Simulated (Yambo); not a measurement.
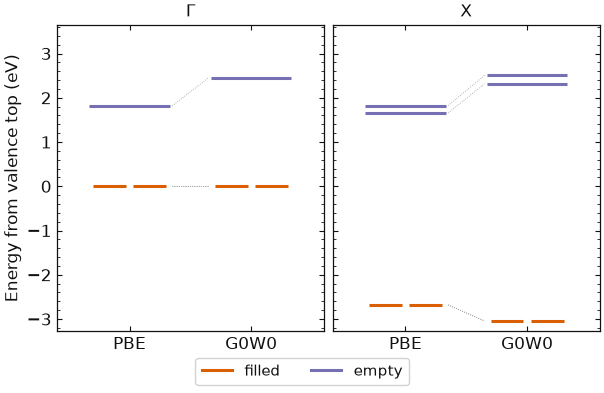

Levels at Γ and X in PBE and in G0W0, each set counted from its own valence top. Only the states that were corrected are drawn, so degenerate partners can be missing.

System: zincblende GaP, space group F-43m (No. 216), 2 atoms in the primitive cell; cubic a = 5.451 Å. Starting point: PBE, PseudoDojo 0.4.1 SR PBE standard, no spin polarisation, no spin-orbit coupling, 4×4×4 k mesh, 1088 eV cutoff, fixed occupations (Yambo). Many-body step: G0W0 with frequency dependence of W plasmon pole, bands in the response 159, bands in the self-energy 159, cutoff of the response matrix 6 Ry and cutoff of exchange and Vxc 80 Ry.

Q: What does G0W0 do to the gap?

A: Over the k points that were corrected, the smallest gap goes from 1.66 eV in PBE (Γ to X) to 2.32 eV in G0W0 (Γ to X), a change of +0.66 eV (+40 %).

Q: What are the quasiparticle weights at the band edges?

A: The quasiparticle weight (renormalisation factor) lies between 0.78 and 0.81 for the top filled and first empty levels.

Q: Is the correction a rigid shift of the empty levels?

A: Counted from the valence top, the lowest empty level moves by +0.63 eV at Γ and +0.66 eV at X: a spread of 0.03 eV on a mean of 0.65 eV, so one scissor shift describes this level well. Only two empty levels a point were corrected, so a higher one could drop under them. The top filled level also moves against the valence top, by −0.36 eV at X.

| k point | PBE direct gap (eV) | G0W0 direct gap (eV) |
| --- | --- | --- |
| Γ | 1.82 | 2.45 |
| X | 4.34 | 5.36 |

The k mesh is coarse (spacing up to 0.50 Å⁻¹), so the values aren't converged. The potentials hold a filled d shell without the s and p states of that shell, which can shift GW gaps by tenths of an eV, either way. Measured GaP has its conduction bottom near X; the order of its valleys hangs on the functional and the volume. Bands, cutoffs and mesh are finite, so these values aren't at the basis limit.
